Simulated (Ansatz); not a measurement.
# GaAs: how well frozen cores do, part 2 of 2

Aim: solve GaAs at one geometry with LAPW, all electrons, PAW on the default files and all-electron PAW on datasets made for the crystal, and see where they agree.

Ansatz 0.2.0; DFT PBE; a database cell (COD). «Crystal datasets» are all-electron PAW datasets made for this crystal.

### Step 3. PAW on the default files

Input file input.yaml:

```yaml
crystal:
  lattice:
    - [0.0, 2.82685, 2.82685]
    - [2.82685, 0.0, 2.82685]
    - [2.82685, 2.82685, 0.0]
  atoms:
    - { symbol: Ga, position: [0.0, 0.0, 0.0] }
    - { symbol: As, position: [0.75, 0.75, 0.75] }
kpoints:
  mp_grid: { grid: [11, 11, 11] }
  band_path:
    path:
      - [0.0, 0.0, 0.0]
      - [-0.5, -0.5, 0.0]
      - [-0.375, -0.375, 0.25]
      - [-0.375, 0.0, 0.375]
      - [0.0, 0.0, 0.0]
      - [0.0, 0.0, 0.5]
      - [-0.5, -0.25, 0.25]
      - [-0.5, -0.5, 0.0]
    npoints: 14
scf:
  occupations: { method: fermi_dirac, width: 0.05 }
hamiltonian:
  xc: pbe
  pseudopotentials: { kind: paw }
output:
  forces: true
  stress: true
  eigenvalues: true
  efg: { contact_densities: true }
  populations: true
  bader: true
  dos: { projected: true, de: 0.2, e_range: [-14, 8] }
  write_density: true
  write_potential: true
  elf: true
  volumetric_format: npy
```

Run with:

```console
$ ansatz run input.yaml --threads 1 --pin off --max-ram 2048MiB --backend cpu --events-out ev --progress --plain --runs-dir out
```

The log of the run:

```text
Engine: ansatz 0.2.0
Pseudopotentials: kind: paw
Pseudopotential: Ga, paw, valence charge 13, recommended cutoff 420 eV (normal)
Pseudopotential: As, paw, valence charge 15, recommended cutoff 420 eV (normal)
Functional definition: PBE
  parameter kappa = 0.804
  parameter beta = 0.06672455060314922
  exchange = pbe_x(kappa = kappa, mu = beta*pi^2/3)
  correlation = pbe_c(beta = beta)
Crystal: 2 atoms, lattice volume = 45.179 Å³
Basis set: ecut = 420 eV, 893 PW (Γ), exchange–correlation on 54×54×54 points (8 copies of the dense FFT grid, shifted against one another)
Bands: 18, of which v1, the nominal top of the filled ones, is band 14 counted from 1 (13 counted from 0)
Symmetry: 24 space group operations
Space group: F-43m (ITA 216), of the structure as read, at distance tolerance 3.6e-5 Å
k-points: 56 of 1331 (time reversal used)
Non-local potential: Ga, projectors of the file, l = 0: 2, l = 1: 2, l = 2: 3, l = 3: 1
Non-local potential: As, projectors of the file, l = 0: 2, l = 1: 2, l = 2: 3, l = 3: 1
PAW form: soft (Blöchl's): semilocal exchange-correlation on the pseudo side does not see the compensation charge
PAW one-centre angular grid: Ga, 590 points (default); XC on 64 Gauss nodes
PAW one-centre angular grid: As, 590 points (default); XC on 64 Gauss nodes
Initial density: superposition of atomic densities (neutral atoms: chi_scale 0, normalization atom), corrected by the library's trained network
Initial wavefunctions: pseudopotential atomic-orbital guess
Functional: x = pbe(κ = 0.804, μ = 0.2195149727645171), c = pbe(β = 0.06672455060314922)
SCF iter   1: F=—  HF=-8639.839564 eV  |F-HF|=—  |Δ(HF+E_count)|=         —  Δρ=1.85e-3  dr2=2.66e-3  ethr=1.77e-3  ⟨swp⟩=5.9  Hψ=4850  notcnv=0
preconditioner: auto → none  [insulator: Δε(μ)=0.507 eV  Ē_g=15.489 eV  σ=0.050 eV  W_gap=0.98  n_scr=14 (ndim 8)  ℏωp=23.4 eV  f_vac=0.086  D(μ)=0.00/eV (n_scr^D=0)  ε∞_Penn≈3.3]
SCF iter   2: F=—  HF=-8639.838452 eV  |F-HF|=—  |Δ(HF+E_count)|=   1.11e-3  Δρ=9.24e-4  dr2=3.45e-4  ethr=9.49e-6  ⟨swp⟩=2.0  Hψ=2044  notcnv=0
SCF iter   3: F=—  HF=-8639.838361 eV  |F-HF|=—  |Δ(HF+E_count)|=   9.06e-5  Δρ=2.83e-4  dr2=4.33e-5  ethr=1.23e-6  ⟨swp⟩=2.0  Hψ=1512  notcnv=0
SCF iter   4: F=—  HF=-8639.838376 eV  |F-HF|=—  |Δ(HF+E_count)|=   1.49e-5  Δρ=1.45e-4  dr2=1.31e-5  ethr=1.55e-7  ⟨swp⟩=2.0  Hψ=1445  notcnv=0
SCF iter   5: F=—  HF=-8639.838383 eV  |F-HF|=—  |Δ(HF+E_count)|=   7.20e-6  Δρ=4.12e-5  dr2=8.40e-7  ethr=4.67e-8  ⟨swp⟩=2.0  Hψ=1232  notcnv=0
SCF iter   6: F=-8639.838384 eV  HF=-8639.838384 eV  |F-HF|=6.37e-10  |Δ(HF+E_count)|=   5.77e-7  Δρ=5.78e-6  dr2=2.48e-8  ethr=3.57e-10  ⟨swp⟩=6.0  Hψ=6397  notcnv=0
SCF 1 converged in 6 iterations: F = -8639.838384 eV  dr2 = 2.48e-8
NSCF: frozen V_eff on 99 k-points
SCF converged after 6 iterations
Free energy (F): -8639.838384 eV
Harris-Foulkes:  -8639.838384 eV  (|F-HF|=6.37e-10)
Internal energy: -8639.838371 eV  (E = F + TS)
E sigma→0 (E₀):  -8639.838378 eV
Entropy (-TS):   -0.000013 eV (-0.006 meV/atom)
Fermi energy:    8.480072 eV
--- Per-component energies (eV) ---
  E_band       = -311.991416
  E_kinetic    = 219.476366
  E_local      = -3915.424045  (includes V_loc(G=0)·N_el)
  E_nonlocal   = -245.811347
  E_hartree    = 1973.381185
  E_xc         = -148.512578
  E_vxc        = -137.548575  (∫ρ·V_xc dr)
  E_paw        = -3824.220028  (= ΣΔE_a)
  E_vpaw       = -179.449781  (= ΣTr[D̂ρ^β])
  E_aug_tail   = -0.000138  (compensation charges beyond the density's cutoff)
  E_ewald      = -2698.727786
  E_smearing   = -0.000013  (= −TS)
  E_closure    = -0.000000  (closes the sum)
  Σ components = -8639.838384   (vs F -8639.838384, Δ=0.00e0)
--- Forces (eV/Å), atoms counted from 1 ---
  atom   1  Ga    -0.00000000     0.00000000     0.00000000
  atom   2  As     0.00000000    -0.00000000    -0.00000000
  max |Σ_I F_I| component: 2.04e-16 eV/Å
--- Stress (GPa, compression-positive) ---
        3.291031      -0.000000       0.000000
        0.000000       3.291031       0.000000
       -0.000000       0.000000       3.291031
  P = ⅓ Tr σ = 3.2910 GPa (32.910 kbar)
--- PAW observables at the nuclei: V_zz in 10²¹ V/m², potentials from the cell's mean, atoms counted from 1 ---
  atom   1  Ga V_zz =    -0.000000   η = 0.0000   by run symmetry: forbidden
            electrostatic potential = -4130.779488 V   contact ρ = 187418.955187 e/Å³
  atom   2  As V_zz =    +0.000000   η = 0.0000   by run symmetry: forbidden
            electrostatic potential = -4514.540933 V   contact ρ = 235493.091779 e/Å³
--- Band table (eV; the first three rows and the last of 56) ---
  k-point 0: bands = ["-26.9547", "-26.9547", "-26.9547", "-26.9449", "-26.9449", "-6.5976", "-6.5976", "-6.5976", "-6.5186", "-6.5186", "-4.5453", "8.1821", "8.1821", "8.1821", "8.6983", "11.9229", "11.9229", "11.9229"]
  k-point 1: bands = ["-26.9546", "-26.9546", "-26.9546", "-26.9449", "-26.9449", "-6.6052", "-6.5956", "-6.5956", "-6.5188", "-6.5188", "-4.4479", "6.8348", "8.0491", "8.0491", "9.5988", "12.1182", "12.1208", "12.1208"]
  k-point 2: bands = ["-26.9546", "-26.9544", "-26.9544", "-26.9448", "-26.9448", "-6.6244", "-6.5907", "-6.5907", "-6.5188", "-6.5188", "-4.1660", "5.2052", "7.7477", "7.7477", "9.8017", "12.5394", "12.5394", "13.0782"]
  k-point 55: bands = ["-26.9544", "-26.9539", "-26.9529", "-26.9450", "-26.9443", "-6.6976", "-6.5660", "-6.5538", "-6.5293", "-6.5149", "-2.0251", "1.5837", "4.4829", "5.1421", "12.0448", "13.2048", "13.8974", "14.5699"]
--- Löwdin populations: 2 sites ---
  site symbol       q [e]
     0     Ga     12.9475
     1     As     15.0113
  spilling = 0.001472 (of n_electrons = 28.000000)
--- Bader charges: 2 sites ---
  site symbol  charge [e]  shift [e]
     0     Ga      0.6834     0.0006
     1     As     -0.6834     0.0006
  estimated error of the sums over rays = 4.2e-4 e
```

Wall time 29 s (1 thread of Arm Neoverse V1, shared host); peak memory 0.39 GiB.

This run gives: pressure 3.29 GPa; gap 0.52 eV, direct at Γ.

| atom | Bader charge (e) | basin volume (Å³) |
| --- | --- | --- |
| Ga1 | +0.68 | 17.05 |
| As2 | -0.68 | 28.13 |

The fields are shown in the conventional cell of this run's space group, carried over from its grid by interpolation.

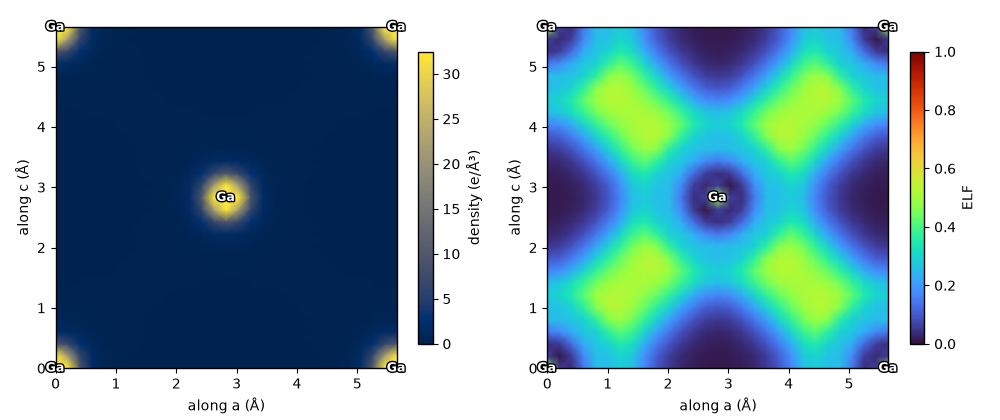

Density (left) and ELF (right) in a lattice plane of the grid's cell (edges 5.65 and 5.65 Å, at 0.000 of the third edge), which holds Ga. Only atoms in the plane are labelled; the density scale stops at 32.48 e/Å³. Both are smooth fields of the valence electrons: close to the nuclei they are not physical.

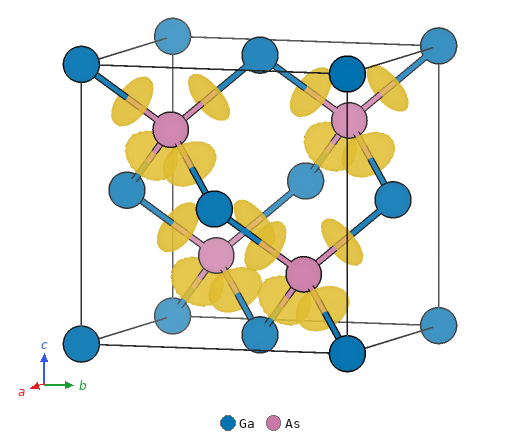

Surface of ELF = 0.72, drawn in one cell.

Maxima of ELF outside the ion cores: 0.78 on the As–Ga line, 1.0 Å from As.

### Step 4. All-electron PAW on datasets made for the crystal

input.yaml: that of step 3 with these lines changed.

```diff
@@ -20,3 +20,3 @@
       - [-0.5, -0.5, 0.0]
-    npoints: 14
+    npoints: 8
 scf:
@@ -25,3 +25,3 @@
   xc: pbe
-  pseudopotentials: { kind: paw }
+  pseudopotentials: { kind: all_electron, datasets: crystal }
 output:
@@ -31,8 +31 @@
   efg: { contact_densities: true }
-  populations: true
-  bader: true
-  dos: { projected: true, de: 0.2, e_range: [-14, 8] }
-  write_density: true
-  write_potential: true
-  elf: true
-  volumetric_format: npy
```

Run with:

```console
$ ansatz run input.yaml --threads 1 --pin off --max-ram 2048MiB --backend cpu --events-out ev --progress --plain --runs-dir out
```

The log of the run, cut to the lines that bear on the results:

```text
[...]
[... 1 set-up line as earlier in the session ...]
Pseudopotential: Ga, paw, valence charge 13, recommended cutoff 220 eV (normal), Koelling and Harmon's equation, gaussian nucleus
Pseudopotential: As, paw, valence charge 15, recommended cutoff 220 eV (normal), Koelling and Harmon's equation, gaussian nucleus
[... 1 set-up line as earlier in the session ...]
[...]
Crystal: 2 atoms, lattice volume = 45.179 Å³
Basis set: ecut = 220 eV, 331 PW (Γ), exchange–correlation on 48×48×48 points (8 copies of the dense FFT grid, shifted against one another)
Bands: 13, of which v1, the nominal top of the filled ones, is band 9 counted from 1 (8 counted from 0)
[... 2 set-up lines as earlier in the session ...]
k-points: 56 of 1331 (time reversal used)
[...]
  atom   1  Ga    -0.00000000     0.00000000    -0.00000000
  atom   2  As     0.00000000    -0.00000000    -0.00000000
[...]
--- Stress (GPa, compression-positive) ---
        3.293175      -0.000000      -0.000000
        0.000000       3.293175       0.000000
       -0.000000       0.000000       3.293175
  P = ⅓ Tr σ = 3.2932 GPa (32.932 kbar)
  It holds what live shells' own plane waves past their cutoff add
--- PAW observables at the nuclei: V_zz in 10²¹ V/m², potentials from the cell's mean, atoms counted from 1 ---
  atom   1  Ga V_zz =    -0.000000   η = 0.0000   by run symmetry: forbidden
            electrostatic potential = -4130.742669 V   contact ρ = 187488.657019 e/Å³
  atom   2  As V_zz =    -0.000000   η = 0.0000   by run symmetry: forbidden
            electrostatic potential = -4514.470122 V   contact ρ = 235564.413783 e/Å³
--- Band table (eV; the first three rows and the last of 56) ---
  k-point 0: bands = ["-5.4228", "-5.4228", "-5.4228", "-5.3443", "-5.3443", "-3.3745", "9.3515", "9.3515", "9.3515", "9.8730", "13.0938"]
[...]
```

It took 18 s on 1 thread of Arm Neoverse V1, shared host; peak memory 0.5 GiB.

Read from it: pressure 3.29 GPa; gap 0.52 eV, direct at Γ.

| atom | contact density (e/Å³) |
| --- | --- |
| Ga1 | 187488.7 |
| As2 | 235564.4 |

### Step 5. Side by side

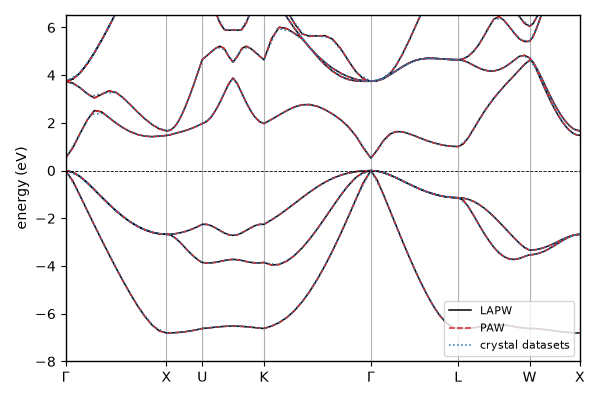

The leg U–K joins two equivalent points. Bands of 3 runs (LAPW; PAW; crystal datasets) drawn together, counted from each run's valence-band top.

| method | pressure (GPa) | gap (eV) | SCF cycles, all passes |
| --- | --- | --- | --- |
| LAPW | 3.29 | 0.52 | 7 |
| PAW | 3.29 | 0.52 | 6 |
| crystal datasets | 3.29 | 0.52 | 8 |

### Step 6. Summary of results

What follows sums up all 2 parts.

| quantity | value |
| --- | --- |
| pressure | LAPW 3.29, PAW 3.29, crystal datasets 3.29 GPa |
| gap (LAPW) | 0.52 eV, direct at Γ |
| Bader charges (PAW) | Ga1 +0.68, As2 -0.68 e |
| highest ELF (PAW) | 0.78, 1.05 Å from As |

The pressure of 3.3 GPa pushes the cell to expand, with the atoms held in place. A gap opens: 0.52 eV, direct at Γ. It is the Kohn-Sham gap of a semilocal functional, which mostly lies below the gap found in experiment. A measured gap of GaAs is 1.412 eV (direct; 300 K; “Evidence of valence band perturbations in GaAsN/GaAs(001): A combined variable-angle spectroscopic ellipsometry and modulated photoreflectance investigation”, 2008, arxiv:0805.2212); the calculated 0.52 eV misses it by -63.1 %. 3 values of this kind are on record (1.412 to 1.51 eV); this one was drawn at random among those near their median, those with a stated uncertainty first. Semilocal functionals fall short of gaps. The calculation has no temperature and no excitons, and leaves out spin-orbit coupling. The top eV of the valence band is mostly As 4p (75 % of the projected weight). The projection holds only the free atom's occupied shells (Ga 4s, Ga 4p, As 4s, As 4p in this range). PAW lies less than 0.01 GPa from LAPW in pressure and less than 0.01 eV in the gap. The price, with the outputs that each input asks for: 60 s for LAPW against 29 s for PAW, about 2.1 to one.
